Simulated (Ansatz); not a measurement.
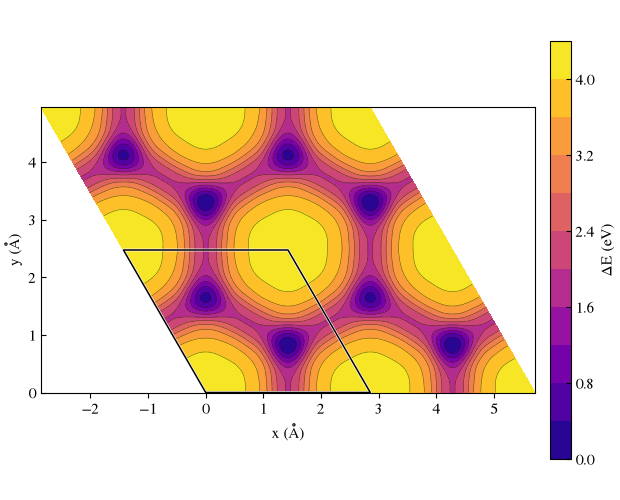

N on an Al(001) slab cut from the P6_3/mmc phase, its upper half relaxed before the scan (8 atoms of substrate and one adsorbate in a 1 × 1 cell). 
- N is moved over the surface cell; relaxed at each place: the height of the adsorbate's atoms; substrate rigid; the origin of the map has the adsorbate above Al8.
- Places are given modulo a cell vector. The map is drawn in real space over the plane of the surface.
- The scan uses a 6 × 6 grid; 10 points were computed and 26 follow by symmetry.
- All energies are given in eV relative to the lowest grid point.
- With one adsorbate in each 1 × 1 cell, its nearest image is 2.9 Å away, so neighbouring adsorbates interact.
- Computed with Ansatz 0.2.0, DFT PBE, scalar-relativistic, plane waves, PAW. Settings: cutoff 420 eV, k-mesh 9×9×1, gaussian smearing 0.1 eV, no spin polarisation.

The picture shows filled contours, the outline of one cell of the 2 × 2 shown. Between grid points the surface is interpolated.

The lowest grid point is at a threefold hollow over a second-layer Al atom, (4/6, 2/6) of the cell vectors. A higher local minimum lies near a threefold hollow, (2/6, 4/6) of the cell vectors (0.25 eV above the lowest at that grid point). The highest grid point, the top site over a surface Al atom, (0/6, 0/6) of the cell vectors, lies 4.34 eV above the lowest. On the interpolated surface the easiest way out of the lowest well to the well at a threefold hollow, (2/6, 4/6) of the cell vectors passes a barrier of about 2 eV. At the lowest point the adsorbate has 3 Al at 1.68 Å as nearest neighbours, at the highest 1 Al at 1.84 Å. Its relaxed height above the top atom is 0.35 Å at the lowest and 1.84 Å at the highest point.

N is replaced by O; all else is set up alike.

Q: What will the new map look like?

A: The minimum (interpolated where it lies between grid points) moves from a threefold hollow over a second-layer Al atom, (4/6, 2/6) of the cell vectors to a threefold hollow, (2/6, 4/6) of the cell vectors. The span from the lowest to the highest grid point grows from 4.34 to 4.51 eV. The easiest pass out of the lowest well goes from about 2 to about 1.1 eV on the interpolated surfaces. Higher wells of the new map: a threefold hollow over a second-layer Al atom, (4/6, 2/6) of the cell vectors, 0.18 eV up (that grid point lay 0.00 eV up before). In the new map: at the lowest point the adsorbate has 3 Al at 1.80 Å as nearest neighbours, at the highest 1 Al at 1.69 Å. Its relaxed height above the top atom is 0.73 Å at the lowest and 1.69 Å at the highest point.

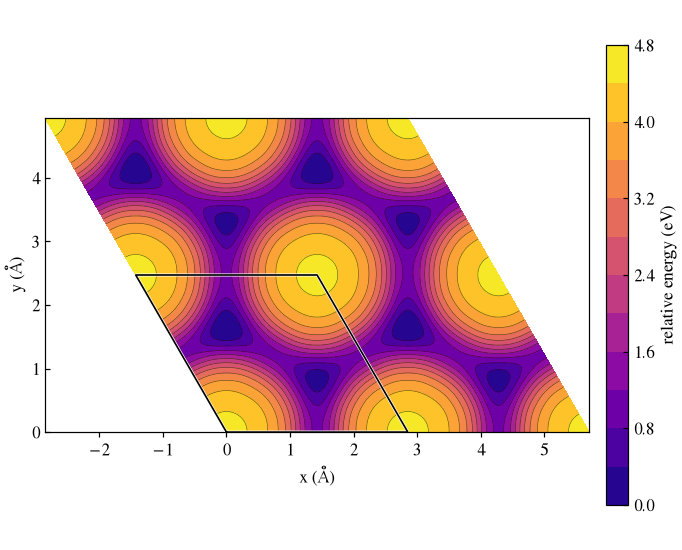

The map after the change, on a colour scale of its own. The picture shows filled contours, the outline of one cell of the 2 × 2 shown. Between grid points the surface is interpolated.

PAW datasets: the set soft_1.
